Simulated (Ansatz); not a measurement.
## TiSi: one change and its effect

System: TiSi (Cmmm, 2 atoms in the cell).
Method of run A: DFT PBEsol, scalar-relativistic, plane waves, PAW, no spin polarisation (Ansatz 0.2.0).

The structure derives from a Materials Project entry. Text and figures count atoms from 1; the logs count them from 0 in places.

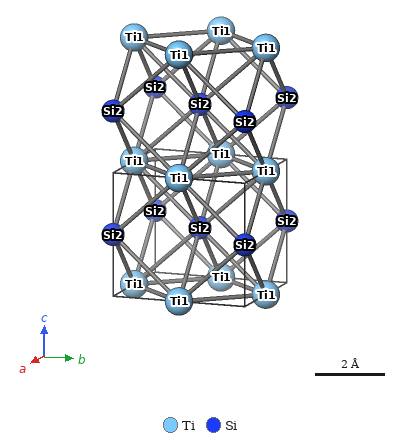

Figure 1. The structure as given in the input (ball-and-stick view of the cell 2 times as large as that of the calculation, set on its symmetry axes, repeated 1 × 1 × 2, seen slightly off an axis; atoms are numbered from 1 in the order of the input). An atom can appear more than once, as a periodic image.

**Input file, run A**
```yaml
crystal:
  lattice:
    - [1.76169266, -2.05409528, 0.0]
    - [1.76169266, 2.05409528, 0.0]
    - [0.0, 0.0, 3.68981598]
  atoms:
    - { symbol: Ti, position: [0.5, 0.5, 0.0] }
    - { symbol: Si, position: [0.0, 0.0, 0.5] }
basis:
  ecutwfc: 420
kpoints:
  mp_grid: { grid: [18, 18, 12] }
hamiltonian:
  xc: pbesol
scf:
  occupations: { method: gaussian, width: 0.15 }
output:
  forces: true
  stress: true
  eigenvalues: true
```

Command:
```bash
ansatz run input.yaml --threads 1 --pin off --max-ram 2560MiB --backend cpu --events-out ev --progress --plain --runs-dir out
```

Hardware: 1 thread of AMD EPYC (Zen 3), 32 GiB of memory available, shared host.

**Output, shortened to warnings, some set-up lines, iterations and results (run A)**
```
Basis set: ecut = 420 eV, 535 PW (Γ), exchange–correlation on 40×40×50 points (8 copies of the dense FFT grid, shifted against one another)
Symmetry: 8 space group operations
k-points: 637 of 3888
Initial density: superposition of atomic densities (neutral atoms: chi_scale 0, normalization atom), corrected by the library's trained network
[...]
SCF iter   1: F=—  HF=-3096.592783 eV  |F-HF|=—  |Δ(HF+E_count)|=         —  Δρ=6.53e-3  dr2=7.37e-3  ethr=1.77e-3  ⟨swp⟩=5.0  Hψ=40730  notcnv=0
SCF iter   2: F=—  HF=-3096.590523 eV  |F-HF|=—  |Δ(HF+E_count)|=   2.26e-3  Δρ=3.17e-3  dr2=1.96e-3  ethr=4.61e-5  ⟨swp⟩=1.5  Hψ=14343  notcnv=0
SCF iter   3: F=—  HF=-3096.589905 eV  |F-HF|=—  |Δ(HF+E_count)|=   6.18e-4  Δρ=3.19e-4  dr2=1.42e-5  ethr=1.22e-5  ⟨swp⟩=3.0  Hψ=12966  notcnv=0
SCF iter   4: F=—  HF=-3096.589870 eV  |F-HF|=—  |Δ(HF+E_count)|=   3.52e-5  Δρ=6.82e-5  dr2=1.92e-6  ethr=8.89e-8  ⟨swp⟩=2.2  Hψ=10982  notcnv=0
SCF iter   5: F=-3096.589869 eV  HF=-3096.589869 eV  |F-HF|=8.84e-10  |Δ(HF+E_count)|=   4.79e-7  Δρ=1.41e-5  dr2=3.23e-8  ethr=1.20e-8  ⟨swp⟩=2.0  Hψ=10220  notcnv=0
SCF iter   6: F=-3096.589869 eV  HF=-3096.589869 eV  |F-HF|=2.42e-10  |Δ(HF+E_count)|=   9.14e-9  Δρ=2.55e-6  dr2=1.37e-9  ethr=2.02e-10  ⟨swp⟩=2.0  Hψ=24418  notcnv=0
SCF 1 converged in 6 iterations: F = -3096.589869 eV  dr2 = 1.37e-9
SCF converged after 6 iterations
Free energy (F): -3096.589869 eV
Harris-Foulkes:  -3096.589869 eV  (|F-HF|=2.42e-10)
Internal energy: -3096.577815 eV  (E = F + TS)
E sigma→0 (E₀):  -3096.583842 eV
Entropy (-TS):   -0.012055 eV (-6.027 meV/atom)
Fermi energy:    14.726551 eV
--- Per-component energies (eV) ---
  E_band       = -105.459874
  E_kinetic    = 321.306769
  E_local      = -910.870551  (includes V_loc(G=0)·N_el)
  E_nonlocal   = 35.752106
  E_hartree    = 398.174282
  E_xc         = -155.298868
  E_vxc        = -173.511658  (∫ρ·V_xc dr)
  E_paw        = -1522.371936  (= ΣΔE_a)
  E_vpaw       = -174.483889  (= ΣTr[D̂ρ^β])
  E_aug_tail   = 0.000115  (compensation charges beyond the density's cutoff)
  E_ewald      = -1263.440677
  E_core_change = 0.170945  (= ΣΔE_core)
  E_smearing   = -0.012055  (= −TS)
  E_closure    = -0.000000  (closes the sum)
  Σ components = -3096.589869   (vs F -3096.589869, Δ=0.00e0)
--- Forces (eV/Å), atoms counted from 1 ---
  atom   1  Ti     0.00000000     0.00000000     0.00000000
  atom   2  Si     0.00000000     0.00000000     0.00000000
  max |Σ_I F_I| component: 1.97e-31 eV/Å
--- Stress (GPa, compression-positive) ---
       10.468249       0.000000       0.000000
        0.000000       7.092711       0.000000
        0.000000       0.000000      12.318577
  P = ⅓ Tr σ = 9.9598 GPa (99.598 kbar)
```

For run B the input was changed thus:
```diff
-    - [0.0, 0.0, 3.68981598]
+    - [0.0, 0.0, 3.86099301]
```

How does run B compare with run A?

With the same functional and potentials, run B lies 20.0 meV per atom lower. The pressure goes from 9.96 to 1.38 GPa. The volume per atom goes from 13.35 to 13.97 Å³. The number of SCF iterations is the same. The plane waves at Γ go from 535 to 547.

**Output, shortened to warnings, some set-up lines, iterations and results (run B)**
```
Basis set: ecut = 420 eV, 547 PW (Γ), exchange–correlation on 40×40×54 points (8 copies of the dense FFT grid, shifted against one another)
Symmetry: 8 space group operations
k-points: 637 of 3888
Initial density: superposition of atomic densities (neutral atoms: chi_scale 0, normalization atom), corrected by the library's trained network
[...]
SCF iter   1: F=—  HF=-3096.633332 eV  |F-HF|=—  |Δ(HF+E_count)|=         —  Δρ=7.33e-3  dr2=9.84e-3  ethr=1.77e-3  ⟨swp⟩=5.0  Hψ=40673  notcnv=0
SCF iter   2: F=—  HF=-3096.630557 eV  |F-HF|=—  |Δ(HF+E_count)|=   2.78e-3  Δρ=3.50e-3  dr2=2.27e-3  ethr=6.15e-5  ⟨swp⟩=1.1  Hψ=13034  notcnv=0
SCF iter   3: F=—  HF=-3096.629926 eV  |F-HF|=—  |Δ(HF+E_count)|=   6.31e-4  Δρ=2.97e-4  dr2=1.25e-5  ethr=1.42e-5  ⟨swp⟩=3.0  Hψ=12936  notcnv=0
SCF iter   4: F=—  HF=-3096.629892 eV  |F-HF|=—  |Δ(HF+E_count)|=   3.39e-5  Δρ=3.39e-5  dr2=1.90e-7  ethr=7.78e-8  ⟨swp⟩=2.1  Hψ=11807  notcnv=0
SCF iter   5: F=-3096.629892 eV  HF=-3096.629892 eV  |F-HF|=2.60e-8  |Δ(HF+E_count)|=   1.01e-9  Δρ=7.92e-6  dr2=3.26e-8  ethr=1.19e-9  ⟨swp⟩=2.1  Hψ=12727  notcnv=0
SCF iter   6: F=-3096.629892 eV  HF=-3096.629892 eV  |F-HF|=5.45e-10  |Δ(HF+E_count)|=   6.13e-9  Δρ=2.12e-6  dr2=1.02e-9  ethr=2.04e-10  ⟨swp⟩=2.1  Hψ=24223  notcnv=0
SCF 1 converged in 6 iterations: F = -3096.629892 eV  dr2 = 1.02e-9
SCF converged after 6 iterations
Free energy (F): -3096.629892 eV
Harris-Foulkes:  -3096.629892 eV  (|F-HF|=5.45e-10)
Internal energy: -3096.618058 eV  (E = F + TS)
E sigma→0 (E₀):  -3096.623975 eV
Entropy (-TS):   -0.011834 eV (-5.917 meV/atom)
Fermi energy:    14.017472 eV
--- Per-component energies (eV) ---
  E_band       = -116.868851
  E_kinetic    = 318.832024
  E_local      = -945.063630  (includes V_loc(G=0)·N_el)
  E_nonlocal   = 35.394537
  E_hartree    = 410.186101
  E_xc         = -154.349859
  E_vxc        = -172.275057  (∫ρ·V_xc dr)
  E_paw        = -1522.103968  (= ΣΔE_a)
  E_vpaw       = -174.128206  (= ΣTr[D̂ρ^β])
  E_aug_tail   = 0.000120  (compensation charges beyond the density's cutoff)
  E_ewald      = -1239.684327
  E_core_change = 0.170945  (= ΣΔE_core)
  E_smearing   = -0.011834  (= −TS)
  E_closure    = 0.000000  (closes the sum)
  Σ components = -3096.629892   (vs F -3096.629892, Δ=0.00e0)
--- Forces (eV/Å), atoms counted from 1 ---
  atom   1  Ti     0.00000000     0.00000000     0.00000000
  atom   2  Si    -0.00000000     0.00000000     0.00000000
  max |Σ_I F_I| component: 1.25e-29 eV/Å
--- Stress (GPa, compression-positive) ---
        3.735915      -0.000000       0.000000
       -0.000000       1.819550       0.000000
        0.000000       0.000000      -1.424061
  P = ⅓ Tr σ = 1.3771 GPa (13.771 kbar)
```

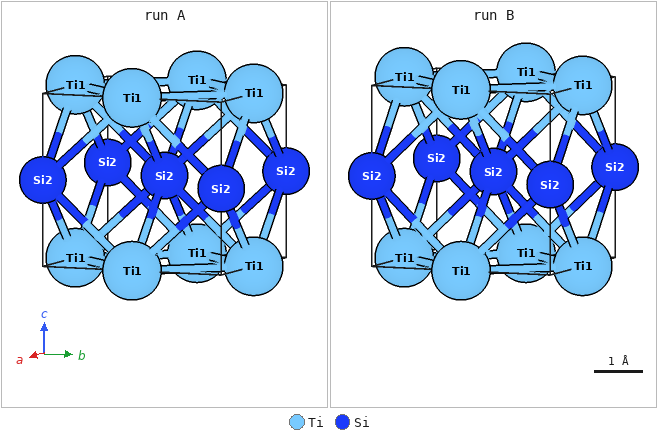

Figure 2. The two input geometries at one scale (ball-and-stick view of the cell 2 times as large as that of the calculation, set on its symmetry axes, seen slightly off an axis). The atoms keep their places relative to the cell (all moves are under 0.005 Å). The drawn cell changes as follows: a stays at 3.523 Å, b stays at 4.108 Å, c 3.690 → 3.861 Å (+4.6 %); the volume changes by +4.6 %. Among the contacts that change: Ti1–Si2 2.551 → 2.613 Å.

**The two runs side by side**

| quantity | run A | run B |
| --- | --- | --- |
| outcome | converged | converged |
| free energy per atom (eV) | −1548.2949 | −1548.3149 |
| energy per atom, smearing taken to zero (eV) | −1548.2919 | −1548.3120 |
| gap on the mesh (eV) | 0.00 | 0.00 |
| pressure (GPa) | 9.96 | 1.38 |
| volume per atom (Å³) | 13.35 | 13.97 |
| largest force (eV/Å) | 0.000 | 0.000 |
| SCF iterations | 6 | 6 |
| irreducible k-points | 637 | 637 |
| plane waves at Γ | 535 | 547 |
| wall time (shared host) | 20 s | 17 s |

For run A: The cell is under a pressure of 10.0 GPa at this level, so it is not at its equilibrium volume.
